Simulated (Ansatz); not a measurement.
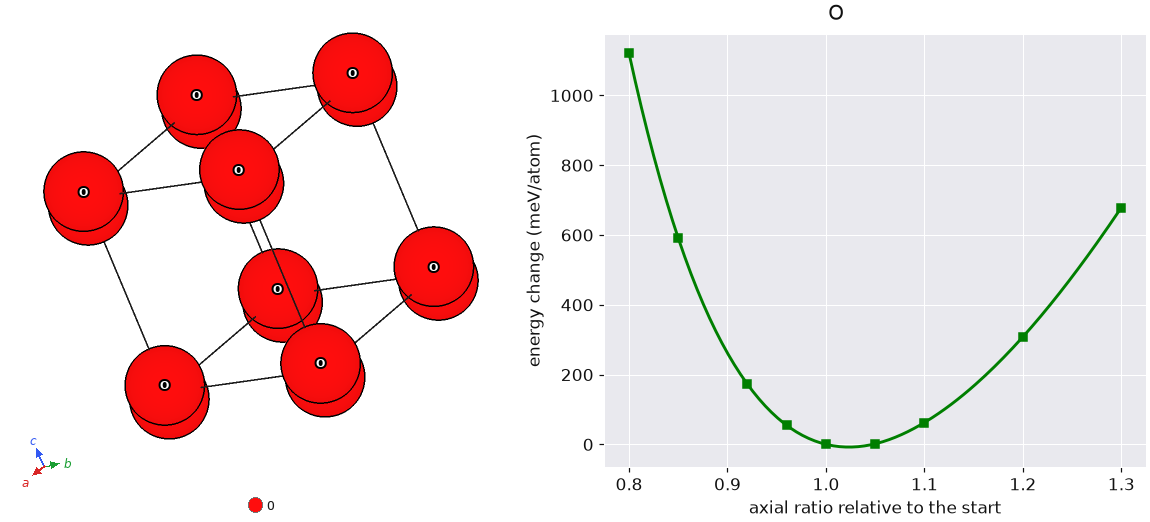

Plotted: energy change against relative axial ratio for O, space group R-3m (No. 166). The cell is drawn beside the plot.

Starting cell:
```xyz
2
Lattice="1.4233 0.8218 3.4083 -1.4233 0.8218 3.4083 0.0000 -1.6435 3.4083" Properties=species:S:1:pos:R:3 pbc="T T T"
O     0.0000    0.0000    0.5900
O     0.0000    0.0000    9.6349
```

Method: deformation of a crystal at fixed volume, lengths along the axis scaled against those across it, fractional coordinates fixed, by plane-wave density functional theory with PAW datasets, free energies less that of the undisturbed cell, pressure positive in compression; scalar-relativistic (Ansatz 0.2.0). Level: r2SCAN, collinear spin.

wave cutoff 500 eV; k mesh 12×12×12; occupations Gaussian; smearing width 0.05 eV; k shift (0, 0, 0) (mesh steps); start as given; path axial; axis direction (0, 0, 1) (Cartesian unit vector).

From this curve and the settings, what does the calculation give for the pressure, total moment and gap on the k mesh at the same points?

The pressure falls from 75 GPa at relative axial ratio 0.80 to −29 GPa at 1.30, and changes sign near 1.09. The total moment falls from 2.000 μB/cell at relative axial ratio 0.80 to 0.236 μB/cell at 1.30. The gap on the k mesh is zero at relative axial ratio 1.30 and open elsewhere, at most 1.215 eV at 0.85.

```csv
axial ratio relative to the start,pressure (GPa),total moment (μB/cell),gap on the k mesh (eV)
0.80,75,2.000,1.178
0.85,53,2.000,1.215
0.92,30,2.000,1.160
0.96,20,2.000,1.102
1.00,12,2.000,1.028
1.05,4,2.000,0.917
1.10,-2,2.000,0.787
1.20,-9,2.000,0.477
1.30,-29,0.236,0.000
```

Keep in mind: gap closes along the scan on a mesh chosen for the insulator; reference crystal is not relaxed; state may not be the lowest; shape and atomic fractions are frozen while scaling, which makes layered, chain and framework solids too stiff.
